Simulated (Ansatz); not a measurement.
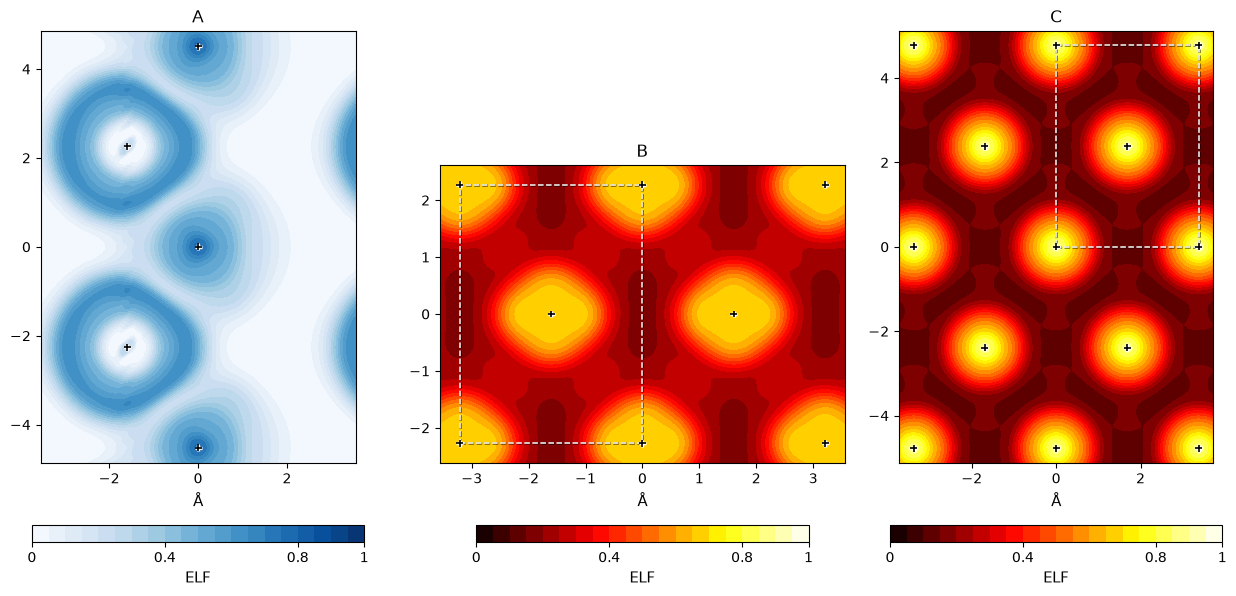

The ELF of 3 systems, each on a plane through atoms (crosses mark nuclei in the plane).

Method: Ansatz 0.2.0, Kohn-Sham DFT of a periodic cell, PBE0, Ansatz PAW.

System 1: Pt, the (101̄) plane of the conventional cell. Space group Im-3m; a structure from a database of computed crystals, not necessarily the ambient phase; computed pressure about −16 GPa in this cell.

```xyz
2
Lattice="3.2101 0.0000 0.0000 0.0000 3.2101 0.0000 0.0000 0.0000 3.2101" Properties=species:S:1:pos:R:3 pbc="T T T"
Pt    0.0000    0.0000    0.0000
Pt    1.6051    1.6051    1.6051
```

System 2: HgTe, the (110) plane of the conventional cell. Space group F-43m; computed pressure about 4 GPa in this cell.

```cif
data_structure
_symmetry_space_group_name_H-M 'P 1'
_symmetry_Int_Tables_number 1
_cell_length_a 6.3859
_cell_length_b 6.3859
_cell_length_c 6.3859
_cell_angle_alpha 90.000
_cell_angle_beta 90.000
_cell_angle_gamma 90.000
_cell_volume 260.41
loop_
_atom_site_label
_atom_site_type_symbol
_atom_site_fract_x
_atom_site_fract_y
_atom_site_fract_z
_atom_site_occupancy
Hg1 Hg 0.50000 0.50000 0.00000 1
Hg2 Hg 0.00000 0.50000 0.50000 1
Hg3 Hg 0.00000 0.00000 0.00000 1
Hg4 Hg 0.50000 0.00000 0.50000 1
Te1 Te 0.75000 0.75000 0.25000 1
Te2 Te 0.25000 0.75000 0.75000 1
Te3 Te 0.25000 0.25000 0.25000 1
Te4 Te 0.75000 0.25000 0.75000 1
```

System 3: Ag, the (011̄) plane of the conventional cell. Space group Im-3m; a structure from a database of computed crystals, not necessarily the ambient phase; computed pressure about −4 GPa in this cell.

```
CELL_PARAMETERS angstrom
3.37625 0.00000 0.00000
0.00000 3.37625 0.00000
0.00000 0.00000 3.37625
ATOMIC_POSITIONS crystal
Ag 0.00000 0.00000 0.00000
Ag 0.50000 0.50000 0.50000
```

### Match each panel to its system.

Panel A is system 2, HgTe: the plane holds Hg and Te. Hg–Te (2.77 Å): the ELF is about 0.45 at the midpoint and 0.25 at its lowest between the atoms. Panel B is system 1, Pt: the plane holds Pt. Pt–Pt (2.78 Å): the ELF is about 0.30 at the midpoint (no shared electron pair shows on this line). Panel C is system 3, Ag: the plane holds Ag. Ag–Ag (2.92 Å): the ELF is about 0.15 at the midpoint; no localised pair shows between them.
